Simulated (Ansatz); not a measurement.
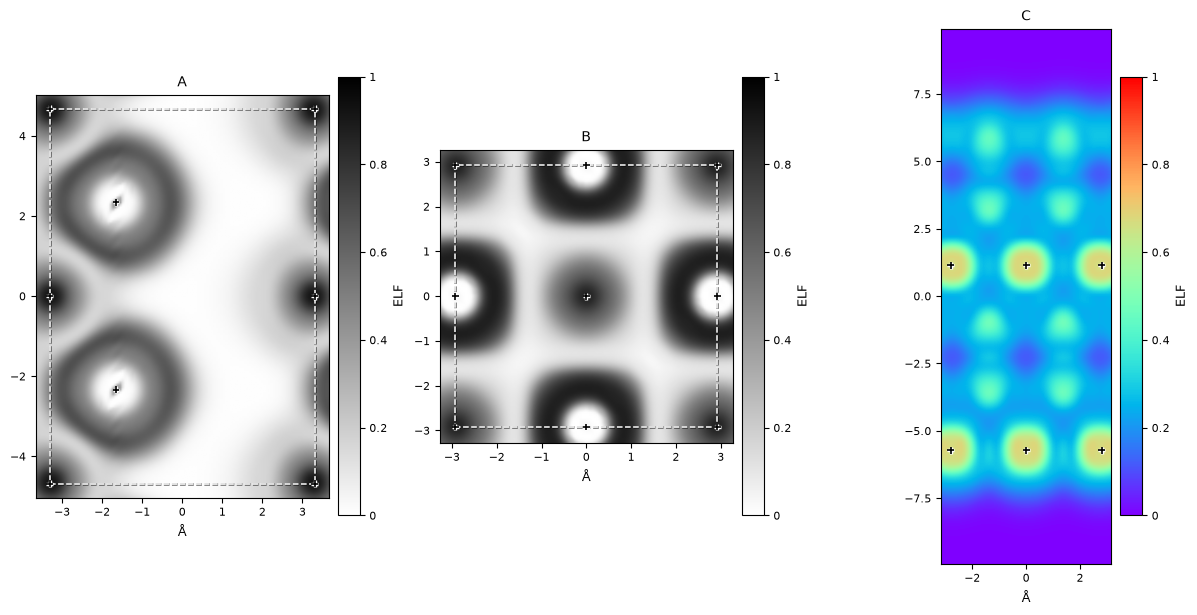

The electron localisation function of 3 systems, each on a plane through atoms (crosses mark nuclei in the plane).

Level of theory: Ansatz 0.2.0, DFT PBE, scalar-relativistic, plane waves, PAW.

System 1: CdTe, the (110) plane of the conventional cell. Space group F-43m.

```
Cd Te
1.0
     6.61737    0.00000    0.00000
     0.00000    0.00000   -6.61737
     0.00000    6.61737    0.00000
Cd Te
4 4
Direct
  0.50000 0.50000 0.00000
  0.00000 0.50000 0.50000
  0.00000 0.00000 0.00000
  0.50000 0.00000 0.50000
  0.25000 0.75000 0.25000
  0.75000 0.75000 0.75000
  0.75000 0.25000 0.25000
  0.25000 0.25000 0.75000
```

System 2: Pt (slab), the (100) plane of the calculation cell, a cut from vacuum to vacuum. 

```
Pt
1.0
     2.80729    0.00000    0.00000
    -1.40365    2.43119    0.00000
     0.00000    0.00000   26.46073
Pt
6
Cartesian
  1.4037 0.8104 7.5027
  0.0000 1.6208 9.8148
  0.0000 0.0000 12.0915
  1.4037 0.8104 14.3692
  0.0000 1.6208 16.6459
  0.0000 0.0000 18.9581
```

System 3: AgBr, the (100) plane of the conventional cell. Space group Fm-3m.

```yaml
crystal:
  lattice:
    - [5.84332, 0.00000, 0.00000]
    - [0.00000, 5.84332, 0.00000]
    - [0.00000, 0.00000, 5.84332]
  atoms:
    - { symbol: Ag, position: [0.00000, 0.00000, 0.00000] }
    - { symbol: Ag, position: [0.50000, 0.50000, 0.00000] }
    - { symbol: Ag, position: [0.50000, 0.00000, 0.50000] }
    - { symbol: Ag, position: [0.00000, 0.50000, 0.50000] }
    - { symbol: Br, position: [0.50000, 0.00000, 0.00000] }
    - { symbol: Br, position: [0.00000, 0.50000, 0.00000] }
    - { symbol: Br, position: [0.00000, 0.00000, 0.50000] }
    - { symbol: Br, position: [0.50000, 0.50000, 0.50000] }
```

Match each panel to its system.

Answer. Panel A is system 1, CdTe: the plane holds Cd and Te. Cd–Te (2.87 Å): the ELF is about 0.50 at the midpoint and 0.15 at its lowest between the atoms. Panel B is system 3, AgBr: the plane holds Ag and Br. Ag–Br (2.92 Å): the ELF is about 0.20 at the midpoint. Panel C is system 2, Pt: the plane holds Pt. Pt–Pt (2.81 Å): the ELF is about 0.30 at the midpoint: no localised pair shows between them.
